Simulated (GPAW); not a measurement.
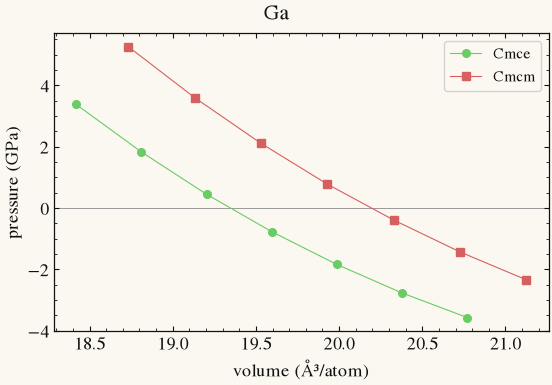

Plotted: pressure against volume, with one curve for each structure, for Ga.

Computed with GPAW 26.7.0: PAW DFT in plane waves, on a grid or in atomic orbitals, no spin polarisation; energies at scaled volumes of the given cell, shape and fractions fixed, counted from the fit's minimum, third-order Birch-Murnaghan fit. Level: PBEsol.

- k mesh: 7×7×6
- occupations: Fermi–Dirac
- smearing width: 0.05 eV
- potentials: PAW data sets made by gpaw setup for the functional
- wave cutoff: 600 eV

**Order the curves by fitted equilibrium volume, smallest first.**

Cmce 19.342, Cmcm 20.192 Å³/atom.

**Order the curves by fitted bulk modulus, smallest first.**

Cmcm 58.2, Cmce 61.1 GPa.

Limits of the calculation: shape and atomic fractions are frozen while scaling, which makes layered, chain and framework solids too stiff.
